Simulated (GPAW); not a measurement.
# STM contrast on 1T-IrSTe monolayer

What would a tunnelling microscope show on 1T-IrSTe monolayer?

Calculated with GPAW 26.7.0; GPAW, PAW setups; layer in a repeated cell with vacuum, relaxation of atoms and in-plane cell, in the first sound run; inputs show where later runs differ.

**1. The structure**

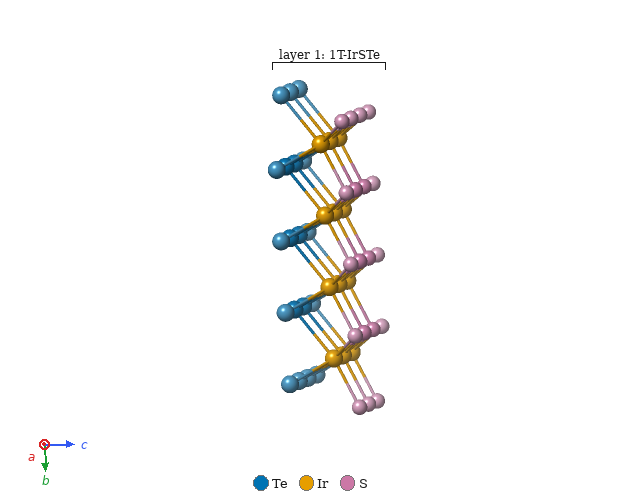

Start, viewed from the side, with the c axis across the page; tellurium blue, iridium orange, sulfur pink. 2×3×1 cells are drawn. Some periodic images of atoms are drawn too.

The cell holds 3 atoms: 1 Te, 1 Ir and 1 S. Cell: a = 3.581 Å, b = 3.581 Å, c = 18.782 Å, α = 90.0°, β = 90.0°, γ = 120.0°. Vacuum lies along c.

**2. Relaxation**

Forces are removed first; all later runs use this geometry.

run.py

```python
import json
import numpy as np
from ase import Atoms
from ase.filters import FrechetCellFilter
from ase.optimize import BFGS
from gpaw import GPAW, PW

slab = Atoms(
    ['Te', 'Ir', 'S'],
    positions=[
        [1.79053, 1.03376, 8.00000],
        [0.00000, 0.00000, 9.68787],
        [-0.00000, 2.06752, 10.78161]],
    cell=[[3.58106, 0.0, 0.0], [-1.79053, 3.10129, 0.0], [0.0, 0.0, 18.7816]],
    pbc=[True, True, True])

slab.calc = GPAW(mode=PW(600), xc='PBE', kpts={'size': (9, 9, 1), 'gamma': True},
                 occupations={'name': 'fermi-dirac', 'width': 0.05}, nbands='160%',
                 convergence={'density': 1e-05}, maxiter=200,
                 symmetry={'tolerance': 1e-3}, txt='slab.txt')
result = {}
# The in-plane cell is free; stress needs a cell that repeats along all three vectors
path = []
opt = BFGS(FrechetCellFilter(slab, mask=[1, 1, 0, 0, 0, 1]), maxstep=0.2)
opt.attach(lambda: path.append((slab.get_potential_energy(), slab.positions.tolist(), slab.get_forces().tolist())))
result['relaxed'] = bool(opt.run(fmax=0.02, steps=45))
result['path'] = path
result['cell'] = slab.cell.tolist()
print('in-plane lattice', slab.cell.cellpar().round(4)[[0, 1, 5]])
energy = slab.get_potential_energy()
fermi = slab.calc.get_fermi_level()
v = slab.calc.get_electrostatic_potential().mean((0, 1)) - fermi
n = slab.calc.get_pseudo_density().mean((0, 1))
L = slab.cell[2, 2]
z = np.arange(len(v)) * L / len(v)
low, high = slab.positions[:, 2].min(), slab.positions[:, 2].max()
below, above = np.interp([low - 5.8, high + 5.8], z, v)
slopes = [np.interp(x, z, np.gradient(v, z)) for x in (low - 5.8, high + 5.8)]
eps = np.array([[slab.calc.get_eigenvalues(k, s) for k in range(len(slab.calc.get_ibz_k_points()))]
                for s in range(slab.calc.get_number_of_spins())]) - fermi
top, bottom = eps[eps < 0].max(), eps[eps > 0].min()
dipole = slab.get_dipole_moment()[2]
print(f'energy {energy:.4f} eV, Fermi level {fermi:.4f} eV, dipole {dipole:.5f} e A')
print(f'potential 5.8 A off the faces, from the Fermi level: lower {below:.4f} eV, upper {above:.4f} eV')
print(f'slope of the potential there: lower {slopes[0]:.5f}, upper {slopes[1]:.5f} eV/A')
print(f'nearest levels on the mesh: {top:.4f} and {bottom:.4f} eV')
print('magnetic moment', round(slab.get_magnetic_moment(), 3))
result.update(energy=energy, fermi=fermi, dipole=dipole, below=below, above=above, slopes=slopes, edges=[top, bottom],
              z=z.tolist(), v=v.tolist(), n=n.tolist(), positions=slab.positions.tolist(),
              forces=slab.get_forces(apply_constraint=False).tolist(), moments=slab.get_magnetic_moments().tolist())
json.dump(result, open('result.json', 'w'))
```

Run with:

```console
$ OMP_NUM_THREADS=1 OPENBLAS_NUM_THREADS=1 python run.py
```

The program printed:

```text
Step          Energy          fmax
BFGS:    0      -17.122805        0.662992
BFGS:    1      -17.140254        0.456726
BFGS:    2      -17.156402        0.041559
BFGS:    3      -17.156557        0.039028
BFGS:    4      -17.156628        0.031905
BFGS:    5      -17.156728        0.036805
BFGS:    6      -17.156820        0.044373
BFGS:    7      -17.157000        0.066814
BFGS:    8      -17.157405        0.093793
BFGS:    9      -17.158403        0.134781
BFGS:   10      -17.159366        0.146819
BFGS:   11      -17.160576        0.087353
BFGS:   12      -17.160976        0.002985
in-plane lattice [  3.6845   3.6845 120.    ]
energy -17.1502 eV, Fermi level -1.1797 eV, dipole -0.06972 e A
potential 5.8 A off the faces, from the Fermi level: lower 4.8246 eV, upper 5.0801 eV
slope of the potential there: lower -0.05689, upper -0.05697 eV/A
nearest levels on the mesh: -0.0207 and 0.0360 eV
magnetic moment 0.0
```

Run time: 8.2 min. Hardware: 1 thread of Arm Neoverse V1, shared host; peak memory 0.37 GiB.

Numbers from this step:

```yaml
dipole_along_the_normal: -0.06972 e·Å
levels_nearest_the_fermi_level_on_the_mesh: -0.02069, 0.03597 eV from the Fermi level
```

The electrostatic potential energy of an electron (without an applied field's), less the Fermi level, planar mean by z:

| z (Å) | electrostatic potential energy of an electron (without an applied field's), less the Fermi level, planar mean (eV) |
| --- | --- |
| 0 | 4.95 |
| 2 | 4.84 |
| 4 | 4.72 |
| 6 | 4.40 |
| 8 | -19.0 |
| 10 | -13.7 |
| 12 | 4.60 |
| 14 | 5.22 |
| 16 | 5.11 |
| 18 | 5.00 |

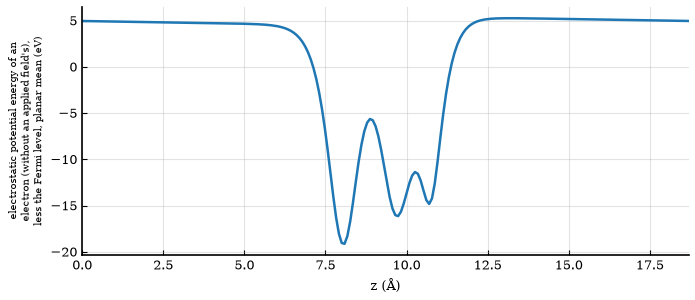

Electrostatic potential energy of an electron (without an applied field's), less the Fermi level, planar mean, plotted against z.

The pseudo valence density, planar mean by z:

| z (Å) | pseudo valence density, planar mean (e/Å³) |
| --- | --- |
| 4 | 3.7e-5 |
| 6 | 0.00923 |
| 8 | 0.101 |
| 10 | 0.993 |
| 12 | 0.0418 |
| 14 | 7.7e-5 |

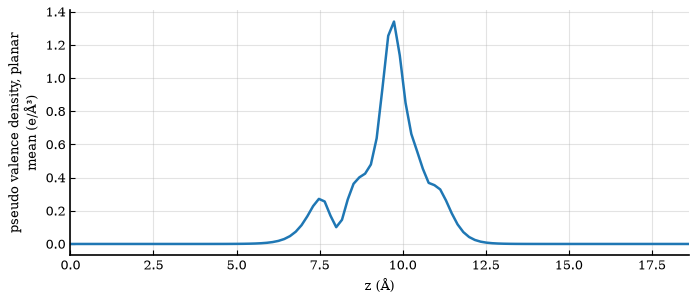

Pseudo valence density, planar mean against z.

The relaxation lowered the energy of the cell by 0.0375 eV (energies extrapolated to zero smearing; the optimiser's log prints free energies). The largest force left on a free atom is 0.0014 eV/Å.

**3. Plane waves, PBE**

The work function is the vacuum plateau of the electrostatic potential less the Fermi level; a dipole layer lets the two faces have plateaus of their own.

This step: GPAW, PAW setups; slab in vacuum (GPAW 26.7.0).

The cell differs from the one that the last finished run ended in (c 18.782 → 18.693 Å).

run.py

```python
import json
import numpy as np
from ase import Atoms
from ase.dft.stm import STM
from gpaw import GPAW, PW

slab = Atoms(
    ['Te', 'Ir', 'S'],
    positions=[
        [1.84226, 1.06363, 8.00000],
        [0.00000, -0.00000, 9.63736],
        [0.00000, 2.12725, 10.69341]],
    cell=[[3.68452, 0.0, 0.0], [-1.84226, 3.19089, 0.0], [0.0, 0.0, 18.6934]],
    pbc=[True, True, False])

slab.calc = GPAW(mode=PW(400), xc='PBE', kpts={'size': (9, 9, 1), 'gamma': True},
                 occupations={'name': 'fermi-dirac', 'width': 0.05}, nbands='160%',
                 convergence={'density': 1e-05}, maxiter=200,
                 poissonsolver={'dipolelayer': 'xy'},
                 symmetry={'tolerance': 1e-3}, txt='slab.txt')
result = {}
energy = slab.get_potential_energy()
fermi = slab.calc.get_fermi_level()
v = slab.calc.get_electrostatic_potential().mean((0, 1)) - fermi
n = slab.calc.get_pseudo_density().mean((0, 1))
L = slab.cell[2, 2]
z = np.arange(len(v)) * L / len(v)
low, high = slab.positions[:, 2].min(), slab.positions[:, 2].max()
below, above = np.interp([low - 5.8, high + 5.8], z, v)
slopes = [np.interp(x, z, np.gradient(v, z)) for x in (low - 5.8, high + 5.8)]
eps = np.array([[slab.calc.get_eigenvalues(k, s) for k in range(len(slab.calc.get_ibz_k_points()))]
                for s in range(slab.calc.get_number_of_spins())]) - fermi
top, bottom = eps[eps < 0].max(), eps[eps > 0].min()
dipole = slab.get_dipole_moment()[2]
print(f'energy {energy:.4f} eV, Fermi level {fermi:.4f} eV, dipole {dipole:.5f} e A')
print(f'potential 5.8 A off the faces, from the Fermi level: lower {below:.4f} eV, upper {above:.4f} eV')
print(f'slope of the potential there: lower {slopes[0]:.5f}, upper {slopes[1]:.5f} eV/A')
print(f'nearest levels on the mesh: {top:.4f} and {bottom:.4f} eV')
print('magnetic moment', round(slab.get_magnetic_moment(), 3))
result.update(energy=energy, fermi=fermi, dipole=dipole, below=below, above=above, slopes=slopes, edges=[top, bottom],
              z=z.tolist(), v=v.tolist(), n=n.tolist(), positions=slab.positions.tolist(),
              forces=slab.get_forces(apply_constraint=False).tolist(), moments=slab.get_magnetic_moments().tolist())

# Images need the states of the whole zone, up to time reversal
slab.calc = slab.calc.fixed_density(symmetry={'point_group': False}, txt='states.txt', nbands='250%',
                                    convergence={'bands': 'CBM+1.3'})
stm = STM(slab)
result['stm'] = []
for bias in [-1.0, 1.0]:
    height = high + 4.0
    current = stm.get_averaged_current(bias, height)
    x, y, h = stm.scan(bias, current)
    i, f = divmod(height / L * stm.ldos.shape[2], 1)
    I = abs((1 - f) * stm.ldos[:, :, int(i)] + f * stm.ldos[:, :, int(i) + 1])
    print(f'bias {bias} V: mean current at 4.0 A {current:.4e}, corrugation {np.ptp(h):.4f} A')
    result['stm'].append(dict(bias=bias, current=current, h=(h - high).tolist(), I=I.tolist()))
json.dump(result, open('result.json', 'w'))
```

The program printed:

```text
energy -17.0837 eV, Fermi level -1.1698 eV, dipole -0.05131 e A
potential 5.8 A off the faces, from the Fermi level: lower 4.5712 eV, upper 5.3574 eV
slope of the potential there: lower -0.00001, upper -0.00007 eV/A
nearest levels on the mesh: -0.0206 and 0.0360 eV
magnetic moment 0.0
bias -1.0 V: mean current at 4.0 A 1.9034e-06, corrugation 0.5081 A
bias 1.0 V: mean current at 4.0 A 6.0207e-06, corrugation 0.1570 A
```

Wall time 1.9 min (1 thread); peak memory 0.35 GiB.

This step gave:

* dipole along the normal: -0.05131 e·Å
* levels nearest the Fermi level on the mesh: -0.02058, 0.03597 eV from the Fermi level
* upper work function: 5.357 eV
* lower work function: 4.571 eV
* corrugation -1: 0.5081 Å
* corrugation 1: 0.1570 Å

Table of electrostatic potential energy of an electron (without an applied field's), less the Fermi level, planar mean by z:

| z (Å) | electrostatic potential energy of an electron (without an applied field's), less the Fermi level, planar mean (eV) |
| --- | --- |
| 0 | 4.96 |
| 1 | 4.57 |
| 2 | 4.57 |
| 3 | 4.57 |
| 4 | 4.57 |
| 5 | 4.55 |
| 6 | 4.32 |
| 7 | 0.754 |
| 8 | -19.2 |
| 9 | -6.53 |
| 10 | -13.1 |
| 11 | -7.48 |
| 12 | 4.72 |
| 13 | 5.33 |
| 14 | 5.36 |
| 15 | 5.36 |
| 16 | 5.36 |
| 17 | 5.36 |
| 18 | 5.36 |

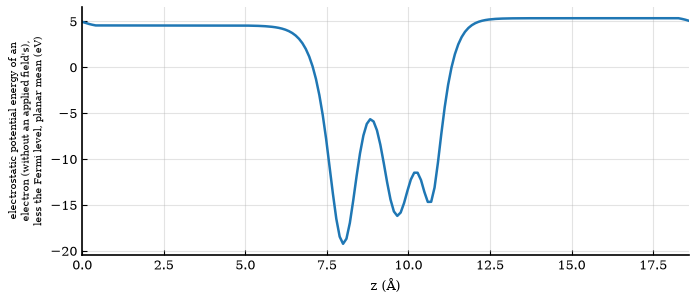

Electrostatic potential energy of an electron (without an applied field's), less the Fermi level, planar mean against z.

Pseudo valence density, planar mean against z:

| z (Å) | pseudo valence density, planar mean (e/Å³) |
| --- | --- |
| 4 | 4.7e-5 |
| 6 | 0.0105 |
| 8 | 0.124 |
| 10 | 0.921 |
| 12 | 0.0374 |
| 14 | 6.5e-5 |

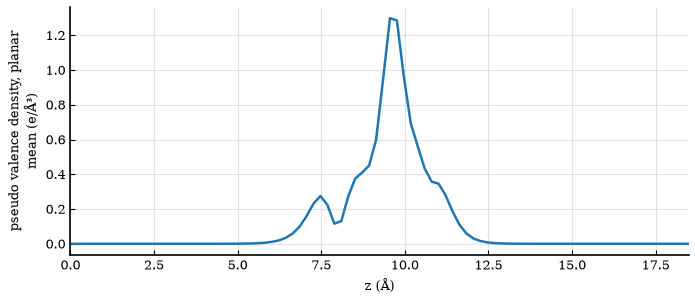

Pseudo valence density, planar mean, plotted against z.

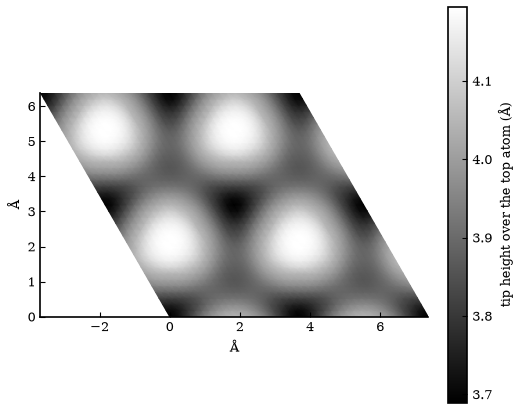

Tip height over the top atom over a1 and a2. Sample bias -1 V, constant current at the mean current 4.0 Å over the top atom. The cell is repeated, with its origin at the lower left corner.

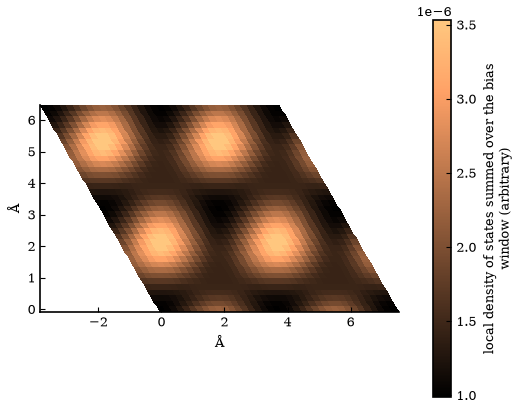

Local density of states summed over the bias window over a1 and a2. Sample bias -1 V, constant height 4.0 Å over the top atom. The cell is repeated, with its origin at the lower left corner.

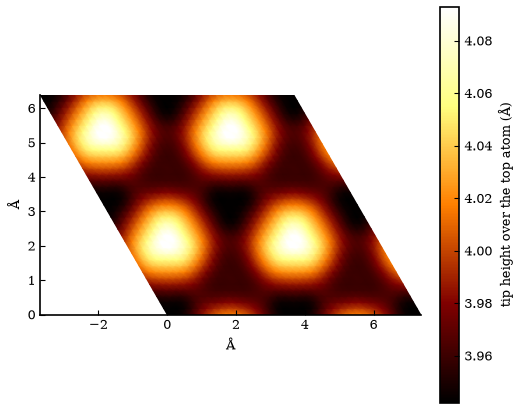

Tip height over the top atom over a1 and a2. Sample bias 1 V, constant current at the mean current 4.0 Å over the top atom. The cell is repeated, with its origin at the lower left corner.

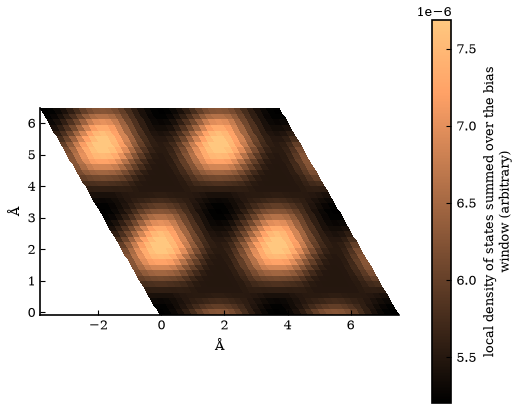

Local density of states summed over the bias window over a1 and a2. Sample bias 1 V, constant height 4.0 Å over the top atom. The cell is repeated, with its origin at the lower left corner.

The potential is flat to 7.3e-5 eV/Å where it is read, so the vacuum is wide enough.

**4. Outcome**

- work function, upper and lower face: 5.357 and 4.571 eV
- dipole along the normal: -0.0513 e Å
- corrugation at -1 V: 0.508 Å
- corrugation at 1 V: 0.157 Å

What this shows: The corrugation at constant current is largest at -1 V, where the tip height varies by 0.51 Å over the cell. Negative sample bias images filled states, positive bias empty ones. The two faces differ by 0.79 eV, the step that the slab's dipole makes (e p/(ε0 A) gives 0.79 eV), so the dipole layer is needed. The images are of Tersoff-Hamann type: an s-wave tip, no tip-sample forces, heights closer than in a microscope. The relaxation of atoms and cell ran in a fully periodic cell without the dipole layer, so the atoms of this polar layer felt a small spurious field. The cell holds an odd number of electrons, so without spin polarisation it must come out metallic and without a moment, whatever its true state. The layer's cell and atoms come from the relaxation; spin-orbit coupling and temperature are left out.

[Logs are printed without paths, hosts, clocks, repeated set-up lines and the standing remarks that a program may print on its own settings, such as how far it seeks lower states.]

[Hosts, paths, dates, database ids (printed as entryN), source tags and the programs' standing remarks are cut or masked in the printed files.]
